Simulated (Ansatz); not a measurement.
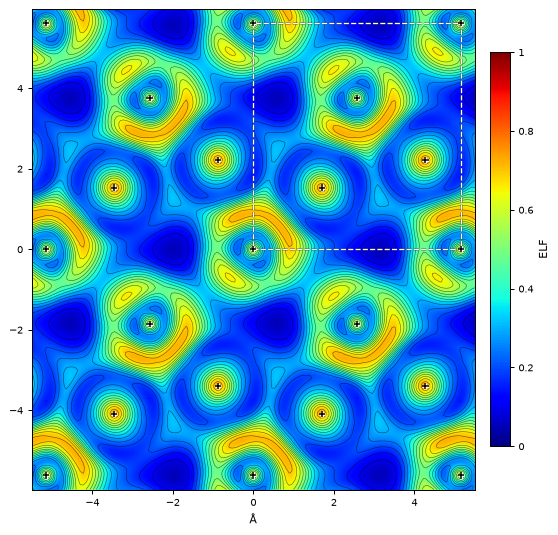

The electron localisation function on a plane through atoms (crosses mark nuclei in the plane).

All numbers below come from Ansatz 0.2.0, DFT PBE, scalar-relativistic, plane waves, PAW.

Candidates:
A. SiNi, a = 5.15 Å, b = 3.38 Å, c = 5.62 Å, α = 90.00°, β = 90.00°, γ = 90.00°. Space group Pnma; a structure from a database of computed crystals, not necessarily the ambient phase; computed without spin polarisation.
B. Si, a = 5.47 Å, b = 5.47 Å, c = 5.47 Å, α = 90.00°, β = 90.00°, γ = 90.00°. Space group Fd-3m; a structure from a database of computed crystals, not necessarily the ambient phase.

> Which candidate gave the map?

Candidate A: SiNi on the (010) plane of the conventional cell, which holds Si and Ni. Si–Ni (2.29 Å): the ELF peaks at about 0.70 in the valence shell of Si, 0.9 Å from its nucleus, and is about 0.50 at the midpoint. Si–Ni (2.39 Å): the ELF peaks at about 0.70 in the valence shell of Si, 0.9 Å from its nucleus, and is about 0.50 at the midpoint.
